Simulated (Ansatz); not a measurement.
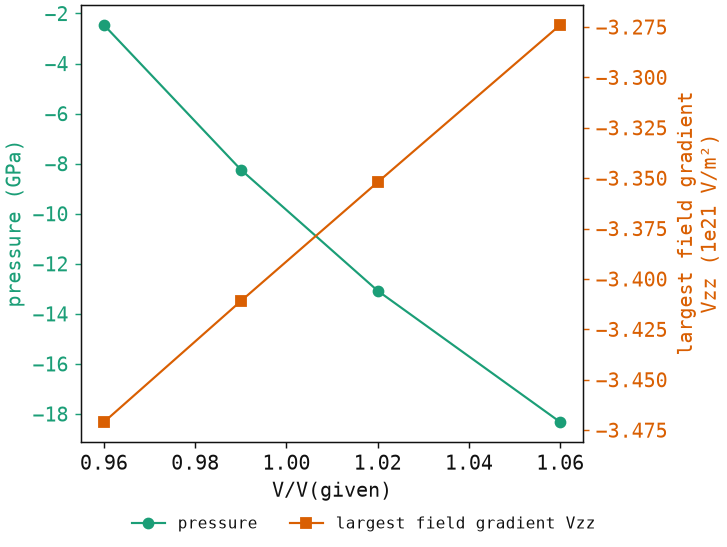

Method: periodic Kohn-Sham DFT of a crystal at fixed atoms, scaled to the stated factor times the given cell; pressure positive in compression (Ansatz 0.2.0). Level: LDA, collinear spin. The state reached is without moments.

- method: all-electron PAW
- relativity: scalar
- k mesh: 11×10×7
- occupations: Fermi–Dirac
- smearing width: 0.05 eV
- nucleus: Gaussian

Cell as given: a = 3.027 Å, b = 3.273 Å, c = 4.698 Å, α = 90.00°, β = 90.00°, γ = 90.00°; 4 atoms.

Caption: Pressure and largest field gradient Vzz against V/V(given) for SiNi, space group Pmmn (No. 59).

V(given) is 11.64 Å³/atom.

The pressure falls from −2.5 GPa at V/V(given) 0.96 to −18.3 GPa at 1.06. The largest field gradient Vzz rises from −3.471 1e21 V/m² at V/V(given) 0.96 to −3.274 1e21 V/m² at 1.06.

Keep in mind: no gap: field gradients move with the k mesh; the volumes run don't bracket the minimum of the energy, so any equilibrium value is extrapolated; run without spin, though Ni often carries a moment; shape and atomic fractions are frozen while scaling, which makes layered, chain and framework solids too stiff.

One of the inputs:
```
crystal:
  lattice:
    - [3.0466644252, 0.0, 0.0]
    - [0.0, 3.2951794398, 0.0]
    - [0.0, 0.0, 4.7288719001]
  atoms:
    - { symbol: Si, position: [0.5, 0.5, 0.8423] }
    - { symbol: Si, position: [0.0, 0.0, 0.1577] }
    - { symbol: Ni, position: [0.5, 0.5, 0.34422], spin: 1.5 }
    - { symbol: Ni, position: [0.0, 0.0, 0.65578], spin: 1.5 }
magnetization:
  spin_polarized: true
kpoints:
  mp_grid: { grid: [11, 10, 7] }
scf:
  occupations: { method: fermi_dirac, width: 0.05 }
hamiltonian:
  xc: lda
  pseudopotentials: { kind: all_electron, datasets: crystal }
output:
  forces: true
  stress: true
  eigenvalues: true
  efg: { contact_densities: true }
```

Launched with:
```bash
ansatz run input.yaml --threads 1 --pin off --max-ram 6144MiB --backend cpu --events-out ev --progress --plain --runs-dir out
```
